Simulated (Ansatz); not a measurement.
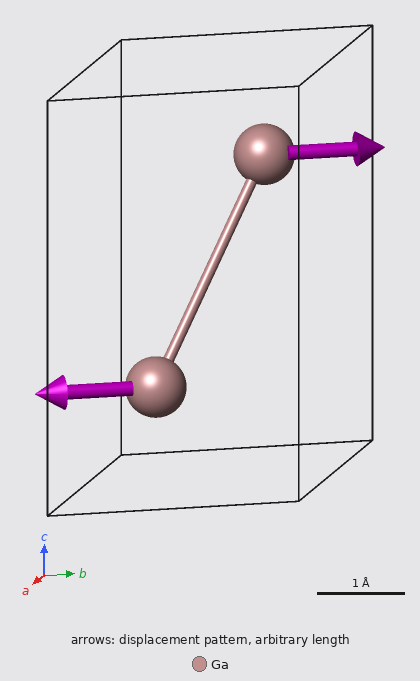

Phonons of solid Ga (a generated structure), space group P6₃/mmc (No. 194), at the zone centre. The optical levels lie at 32 (×2), 144 cm⁻¹. One mode is drawn. The purple arrows give the relative displacements of the atoms. The picture is a ball-and-stick view of the cell of the calculation, seen slightly off an axis.

Level of theory: DFT PBE, scalar-relativistic, plane waves, PAW in Ansatz 0.2.0. Settings: plane-wave cutoff 420 eV; k-point mesh 24 × 24 × 12; occupations fermi dirac; smearing width 0.15 eV; no spin polarisation.

The frequencies depend somewhat on the k-mesh and the smearing.

Which of these frequencies is the drawn mode's?

The level at 32 cm⁻¹. This is the E₂g mode (doubly degenerate; one member of the set is drawn), the lowest optical level, Raman-active by symmetry. All motion is along b; atoms of one kind move against one another, with no net shift of their sublattice.
